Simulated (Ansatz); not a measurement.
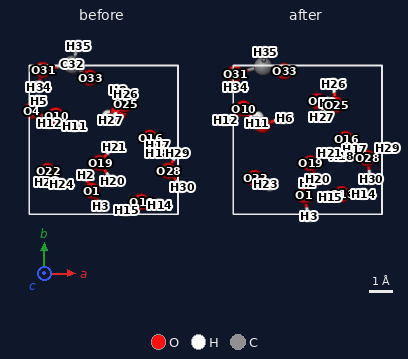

The structure of an amorphous cell of composition H₂₂CO₁₂ before (left) and after (right) a relaxation, at one scale.

A ball-and-stick model of the cell of the calculation, seen along the c axis.

The cell holds 10 H2O + 1 HCOOH. The run prepares the start of a later molecular dynamics calculation, from a guessed geometry.

All numbers below come from DFT PBE-D3(BJ), scalar-relativistic, plane waves, PAW (Ansatz 0.2.0). (plane-wave cutoff 420 eV; k-point mesh 1 × 1 × 1; occupations fermi dirac; smearing width 0.05 eV; no spin polarisation; atoms relaxed in a fixed cell; force threshold 0.3 eV/Å; at most 15 steps)

Q: Describe what moved and what it gained.

A: The relaxation stopped without meeting its thresholds, so the last structure isn't shown to be converged. It used up its limit of 15 steps. Over 14 geometry steps the energy falls by 234 meV per atom. The largest force component goes from 2.9 to 0.67 eV/Å. The largest moves, 1.35 Å, are those of O4 and H6. O4 goes along [2 −1 0]. By element the largest moves are O 1.35 Å, H 1.35 Å, C 0.72 Å. The cell doesn't change. Some distances before and after: O31–H34 0.980 → 1.025 Å, O16–H17 0.969 → 1.012 Å, O10–H12 0.969 → 1.003 Å, O31–C32 1.350 → 1.318 Å. Among the angles between lasting bonds that change: H8–O7–H9 104.0° → 110.0°, H29–O28–H30 104.0° → 109.2°, H14–O13–H15 104.0° → 107.8°.

Limits of the set-up: the program's low-accuracy preset was used; the periodic images lie only 6.6 Å apart, so the values are limited by the cell's size.
